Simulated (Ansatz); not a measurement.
**Geometry relaxation, with input and output: In$_{15}$P$_{16}$ (charge −2) (part 3 of 3)**

In$_{15}$P$_{16}$ (defect cell, 31 atoms in the cell, total charge −2); DFT PBE, scalar-relativistic, plane waves, PAW, spin-polarised (Ansatz 0.2.0); cutoff 420 eV, 2×2×2 k-mesh, Gaussian smearing of 0.02 eV, collinear spins. The structure derives from a Materials Project entry. It belongs to a series of runs on one base structure; here: In vacancy (site a), charge -2, atoms relaxed at the host's cell.

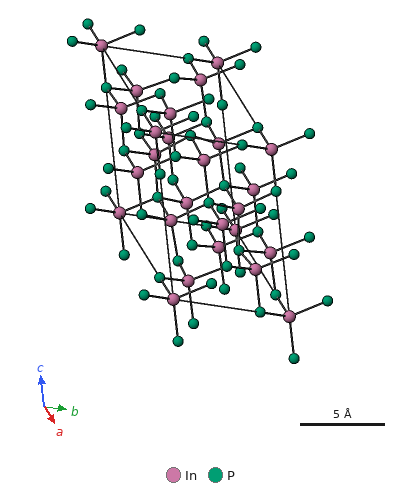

Fig. 1: The geometry at step 2 of the log (ball-and-stick view of the cell of the calculation, seen at an oblique angle; bonded neighbours outside the cell are drawn too).

Output, continued
```
--- Relaxed structure (3 steps of the walk, 3 accepted, 0 SCFs on fresh bases) ---
  F+E_penalty+E_count = -96050.20338888 eV   max|allowed force component| = 5.050e-3 eV/Å
  atoms:
    - { symbol: In, position: [0.4999999999999999, 0.7401142794983386, 0.7490242903874453] }
    - { symbol: In, position: [0.49999999999999994, -1.173674750140939e-21, 0.49999999999999994] }
    - { symbol: In, position: [0.7401142794983386, 0.24902429038744558, 0.0] }
    - { symbol: In, position: [0.5, 0.24902429038744558, 0.24011427949833863] }
    - { symbol: In, position: [0.7401142794983386, 0.4999999999999999, 0.7490242903874453] }
    - { symbol: In, position: [0.7509757096125544, 0.7509757096125544, 0.491089989110893] }
    - { symbol: In, position: [4.4599640505360505e-20, -1.1736747501416074e-21, 4.342596575521909e-20] }
    - { symbol: In, position: [0.7509757096125544, -0.008910010889106923, 0.25097570961255444] }
    - { symbol: In, position: [0.00891001088910695, 0.25988572050166125, 0.7598857205016613] }
    - { symbol: In, position: [4.4599640505360306e-20, 0.49999999999999994, 0.49999999999999994] }
    - { symbol: In, position: [0.24902429038744558, 0.7401142794983386, 0.0] }
    - { symbol: In, position: [-0.008910010889106923, 0.7509757096125544, 0.25097570961255444] }
    - { symbol: In, position: [0.25988572050166125, 0.00891001088910695, 0.7598857205016613] }
    - { symbol: In, position: [0.2598857205016613, 0.2598857205016613, 0.5089100108891069] }
    - { symbol: In, position: [0.24902429038744558, 0.5, 0.24011427949833863] }
    - { symbol: P, position: [0.27021824715072446, 0.49999999999999994, 0.0] }
    - { symbol: P, position: [0.2514221290585641, 0.7504950108574903, 0.751422129058564] }
    - { symbol: P, position: [0.24950498914250946, 0.00092711820107369, 0.5009271182010736] }
    - { symbol: P, position: [0.49999999999999994, 0.27021824715072446, 0.0] }
    - { symbol: P, position: [0.25142212905856415, 0.25142212905856415, 0.2504950108574905] }
    - { symbol: P, position: [0.49999999999999994, 0.49999999999999994, 0.7702182471507244] }
    - { symbol: P, position: [0.5, 0.7485778709414359, 0.4990728817989263] }
    - { symbol: P, position: [0.7485778709414359, -0.0009271182010736623, 0.0] }
    - { symbol: P, position: [0.5, -0.0009271182010736623, 0.24857787094143577] }
    - { symbol: P, position: [0.7504950108574903, 0.2514221290585641, 0.751422129058564] }
    - { symbol: P, position: [0.7485778709414359, 0.5, 0.4990728817989263] }
    - { symbol: P, position: [-0.0009271182010736623, 0.7485778709414359, 0.0] }
    - { symbol: P, position: [0.7297817528492754, 0.7297817528492754, 0.22978175284927543] }
    - { symbol: P, position: [0.0009271182010736623, 0.0009271182010736623, 0.7495049891425095] }
    - { symbol: P, position: [0.00092711820107369, 0.24950498914250946, 0.5009271182010736] }
    - { symbol: P, position: [-0.0009271182010736623, 0.5, 0.24857787094143577] }
--- Löwdin populations: 31 sites ---
  site symbol       q [e]    m [muB]
     0     In     12.7637    -0.0004
     1     In     12.7591     0.0014
     2     In     12.7637    -0.0004
     3     In     12.7637    -0.0004
     4     In     12.7637    -0.0004
     5     In     12.7637    -0.0004
     6     In     12.7591     0.0014
     7     In     12.7637    -0.0004
     8     In     12.7637    -0.0004
     9     In     12.7591     0.0014
    10     In     12.7637    -0.0004
    11     In     12.7637    -0.0004
    12     In     12.7637    -0.0004
    13     In     12.7637    -0.0004
    14     In     12.7637    -0.0004
    15      P      5.2979     0.1716
    16      P      5.3041     0.0256
    17      P      5.3041     0.0256
    18      P      5.2979     0.1716
    19      P      5.3041     0.0256
    20      P      5.2979     0.1716
    21      P      5.3041     0.0256
    22      P      5.3041     0.0256
    23      P      5.3041     0.0256
    24      P      5.3041     0.0256
    25      P      5.3041     0.0256
    26      P      5.3041     0.0256
    27      P      5.2979     0.1716
    28      P      5.3041     0.0256
    29      P      5.3041     0.0256
    30      P      5.3041     0.0256
  spilling = 0.002590 (of n_electrons = 277.000000)
```

Trajectory as extended XYZ (Å, eV, eV/Å), 3 frames, from step=1 to step=3
```
31
Lattice="-5.9598 5.9598 5.9598 5.9598 -5.9598 5.9598 5.9598 5.9598 -5.9598" Properties=species:S:1:pos:R:3:forces:R:3 step=1 energy=-96050.15979
In    5.9249    3.0214    2.9384   -0.1588   0.0506  -0.0506
In    0.0000    5.9598    0.0000    0.0000   0.0000   0.0000
In   -2.9384    2.9384    5.9249    0.0506  -0.0506  -0.1588
In   -0.0349    2.9384    3.0214   -0.1588  -0.0506   0.0506
In    3.0214    5.9249    2.9384    0.0506  -0.1588  -0.0506
In    2.9384    2.9384    5.9947   -0.0506  -0.0506   0.1588
In    0.0000    0.0000    0.0000    0.0000   0.0000   0.0000
In   -3.0214    5.9947    2.9384   -0.0506   0.1588  -0.0506
In    5.9947    3.0214   -2.9384    0.1588   0.0506   0.0506
In    5.9598    0.0000    0.0000    0.0000   0.0000   0.0000
In    2.9384   -2.9384    5.9249   -0.0506   0.0506  -0.1588
In    5.9947   -3.0214    2.9384    0.1588  -0.0506  -0.0506
In    3.0214    5.9947   -2.9384    0.0506   0.1588   0.0506
In    3.0214    3.0214    0.0349    0.0506   0.0506   0.1588
In    2.9384   -0.0349    3.0214   -0.0506  -0.1588   0.0506
P     1.4054   -1.4054    4.5544   -0.0451   0.0451   0.0451
P     7.4555    1.4983    1.4957   -0.0133  -0.0760  -0.0133
P     1.4983    4.4641   -1.4957   -0.0760   0.0133   0.0133
P    -1.4054    1.4054    4.5544    0.0451  -0.0451   0.0451
P     1.4957    1.4957    1.4983   -0.0133  -0.0133  -0.0760
P     4.5544    4.5544    1.4054    0.0451   0.0451  -0.0451
P     4.4615    1.4957    4.4641    0.0760  -0.0133   0.0133
P    -4.4641    4.4641    4.4615   -0.0133   0.0133   0.0760
P    -1.4983    4.4641    1.4957    0.0760   0.0133  -0.0133
P     1.4983    7.4555    1.4957   -0.0760  -0.0133  -0.0133
P     1.4957    4.4615    4.4641   -0.0133   0.0760   0.0133
P     4.4641   -4.4641    4.4615    0.0133  -0.0133   0.0760
P     1.4054    1.4054    7.3652   -0.0451  -0.0451  -0.0451
P     4.4641    4.4641   -4.4615    0.0133   0.0133  -0.0760
P     4.4641    1.4983   -1.4957    0.0133  -0.0760   0.0133
P     4.4641   -1.4983    1.4957    0.0133   0.0760  -0.0133
31
Lattice="-5.9598 5.9598 5.9598 5.9598 -5.9598 5.9598 5.9598 5.9598 -5.9598" Properties=species:S:1:pos:R:3:forces:R:3 step=2 energy=-96050.19450
In    5.8845    3.0404    2.9194    0.0428  -0.0474   0.0474
In    0.0000    5.9598    0.0000    0.0000   0.0000   0.0000
In   -2.9194    2.9194    5.8845   -0.0474   0.0474   0.0428
In   -0.0753    2.9194    3.0404    0.0428   0.0474  -0.0474
In    3.0404    5.8845    2.9194   -0.0474   0.0428   0.0474
In    2.9194    2.9194    6.0351    0.0474   0.0474  -0.0428
In    0.0000    0.0000    0.0000    0.0000   0.0000   0.0000
In   -3.0404    6.0351    2.9194    0.0474  -0.0428   0.0474
In    6.0351    3.0404   -2.9194   -0.0428  -0.0474  -0.0474
In    5.9598    0.0000    0.0000    0.0000   0.0000   0.0000
In    2.9194   -2.9194    5.8845    0.0474  -0.0474   0.0428
In    6.0351   -3.0404    2.9194   -0.0428   0.0474   0.0474
In    3.0404    6.0351   -2.9194   -0.0474  -0.0428  -0.0474
In    3.0404    3.0404    0.0753   -0.0474  -0.0474  -0.0428
In    2.9194   -0.0753    3.0404    0.0474   0.0428  -0.0474
P     1.3537   -1.3537    4.6061    0.0127  -0.0127  -0.0127
P     7.4502    1.5064    1.4904    0.0316   0.0147   0.0316
P     1.5064    4.4694   -1.4904    0.0147  -0.0316  -0.0316
P    -1.3537    1.3537    4.6061   -0.0127   0.0127  -0.0127
P     1.4904    1.4904    1.5064    0.0316   0.0316   0.0147
P     4.6061    4.6061    1.3537   -0.0127  -0.0127   0.0127
P     4.4534    1.4904    4.4694   -0.0147   0.0316  -0.0316
P    -4.4694    4.4694    4.4534    0.0316  -0.0316  -0.0147
P    -1.5064    4.4694    1.4904   -0.0147  -0.0316   0.0316
P     1.5064    7.4502    1.4904    0.0147   0.0316   0.0316
P     1.4904    4.4534    4.4694    0.0316  -0.0147  -0.0316
P     4.4694   -4.4694    4.4534   -0.0316   0.0316  -0.0147
P     1.3537    1.3537    7.3135    0.0127   0.0127   0.0127
P     4.4694    4.4694   -4.4534   -0.0316  -0.0316   0.0147
P     4.4694    1.5064   -1.4904   -0.0316   0.0147  -0.0316
P     4.4694   -1.5064    1.4904   -0.0316  -0.0147   0.0316
31
Lattice="-5.9598 5.9598 5.9598 5.9598 -5.9598 5.9598 5.9598 5.9598 -5.9598" Properties=species:S:1:pos:R:3:forces:R:3 step=3 energy=-96050.20339
In    5.8951    3.0330    2.9268   -0.0050  -0.0048   0.0048
In    0.0000    5.9598    0.0000    0.0000   0.0000   0.0000
In   -2.9268    2.9268    5.8951   -0.0048   0.0048  -0.0050
In   -0.0647    2.9268    3.0330   -0.0050   0.0048  -0.0048
In    3.0330    5.8951    2.9268   -0.0048  -0.0050   0.0048
In    2.9268    2.9268    6.0245    0.0048   0.0048   0.0050
In    0.0000    0.0000    0.0000    0.0000   0.0000   0.0000
In   -3.0330    6.0245    2.9268    0.0048   0.0050   0.0048
In    6.0245    3.0330   -2.9268    0.0050  -0.0048  -0.0048
In    5.9598    0.0000    0.0000    0.0000   0.0000   0.0000
In    2.9268   -2.9268    5.8951    0.0048  -0.0048  -0.0050
In    6.0245   -3.0330    2.9268    0.0050   0.0048   0.0048
In    3.0330    6.0245   -2.9268   -0.0048   0.0050  -0.0048
In    3.0330    3.0330    0.0647   -0.0048  -0.0048   0.0050
In    2.9268   -0.0647    3.0330    0.0048  -0.0050  -0.0048
P     1.3695   -1.3695    4.5903   -0.0020   0.0020   0.0020
P     7.4527    1.5039    1.4929    0.0030  -0.0029   0.0030
P     1.5039    4.4669   -1.4929   -0.0029  -0.0030  -0.0030
P    -1.3695    1.3695    4.5903    0.0020  -0.0020   0.0020
P     1.4929    1.4929    1.5039    0.0030   0.0030  -0.0029
P     4.5903    4.5903    1.3695    0.0020   0.0020  -0.0020
P     4.4558    1.4929    4.4669    0.0029   0.0030  -0.0030
P    -4.4669    4.4669    4.4558    0.0030  -0.0030   0.0029
P    -1.5039    4.4669    1.4929    0.0029  -0.0030   0.0030
P     1.5039    7.4527    1.4929   -0.0029   0.0030   0.0030
P     1.4929    4.4558    4.4669    0.0030   0.0029  -0.0030
P     4.4669   -4.4669    4.4558   -0.0030   0.0030   0.0029
P     1.3695    1.3695    7.3292   -0.0020  -0.0020  -0.0020
P     4.4669    4.4669   -4.4558   -0.0030  -0.0030  -0.0029
P     4.4669    1.5039   -1.4929   -0.0030  -0.0029  -0.0030
P     4.4669   -1.5039    1.4929   -0.0030   0.0029   0.0030
```

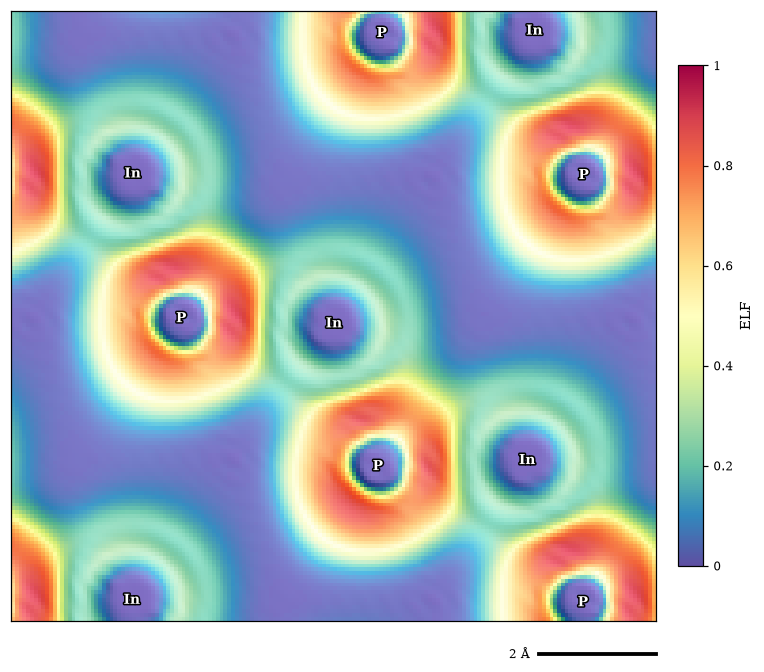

Fig. 2: ELF on the (100) plane of the calculation cell. The section cuts through In and P sites. In–P (2.56 Å): the ELF is about 0.55 at the midpoint. In–P (2.61 Å): the ELF is about 0.55 at the midpoint. The fields are those of the smooth PAW valence density.

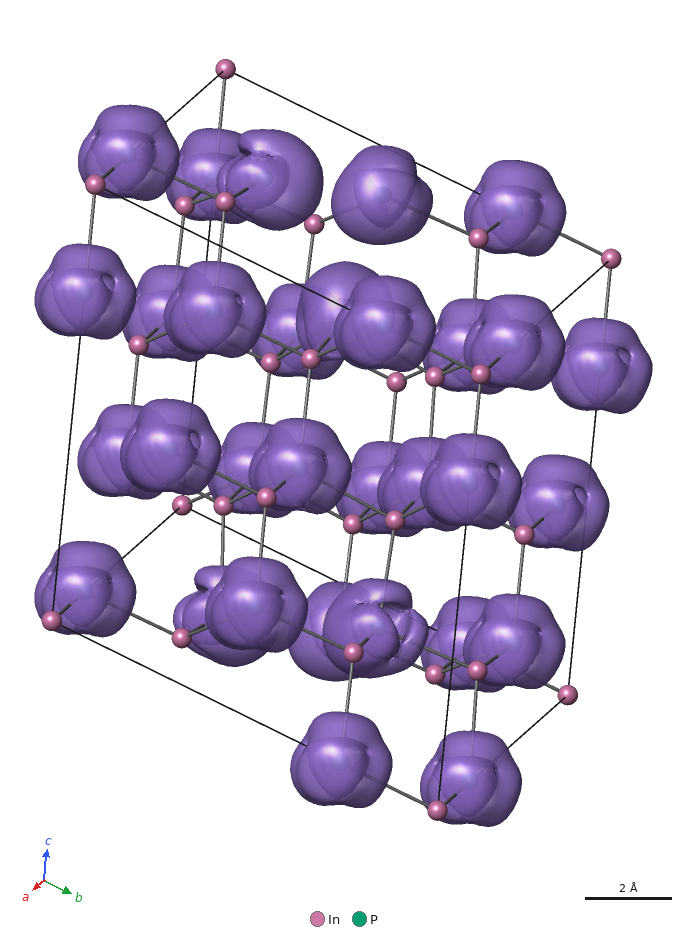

Fig. 3: Isosurface of the ELF at 0.75 (purple), seen slightly off an axis. Core shells and regions of very low density are left out. Sticks mark near contacts. The outline is the calculation cell. Profiles from the grid: In–P (2.56 Å): the ELF is about 0.55 at the midpoint. In–P (2.61 Å): the ELF is about 0.55 at the midpoint.

Key numbers

| quantity | value |
| --- | --- |
| outcome | converged |
| electrons treated | 277 |
| free energy | −96050.2034 eV |
| Fermi energy | 5.900 eV |
| gap on the k-point mesh | none (metallic) |
| net moment of the cell | 1.00 μB |
| integrated absolute moment | 1.05 μB |
| final volume | 846.74 Å³ |
| largest force (length of the vector) at the end | 0.008 eV/Å |
| hardware | 4 threads of Arm Neoverse V1, 24 GiB of memory available, shared host |
| wall time | 2.4 min (CPU time 9.1 min) |
| peak memory | 2.8 GiB |
